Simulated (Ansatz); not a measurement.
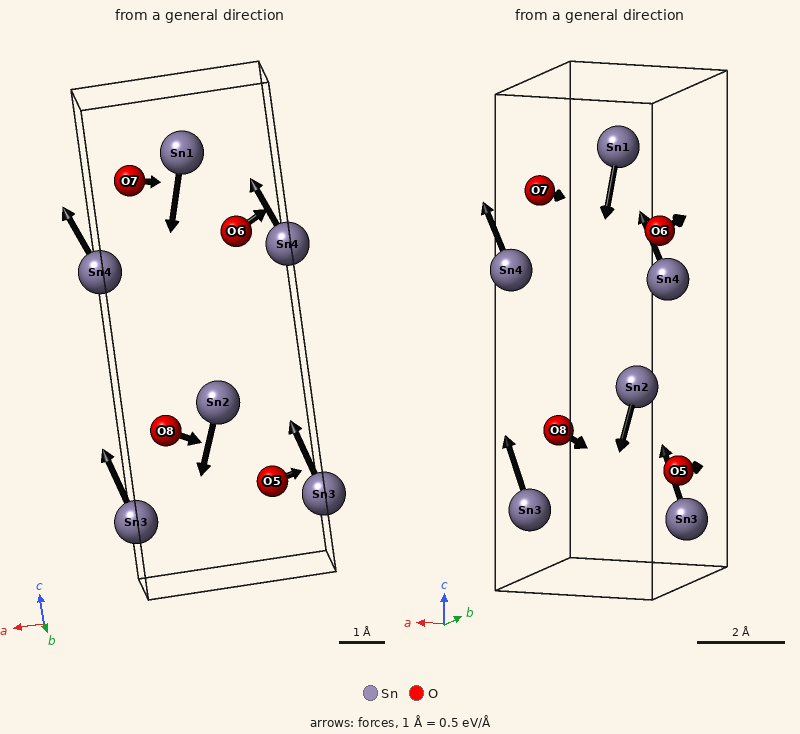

Shown here is a spheres-only view of the crystal, taken from two general directions. The edges of the simulation cell are marked. The arrows are the computed forces on the atoms.

System: SnO. Method: DFT r2SCAN, scalar-relativistic, plane waves, PAW (Ansatz); E_cut = 500 eV, a 6×8×3 k-point grid, Gaussian smearing of 0.05 eV, no spin polarisation.

Has this structure been optimised to equilibrium?

No. The atoms still feel forces of up to about 0.68 eV/Å, far above a usual threshold of 0.01 to 0.03 eV/Å.

Provenance: a structure listed in the Materials Project. The cell was then strained or its atoms displaced on purpose. It was run through Ansatz as a DFT input.
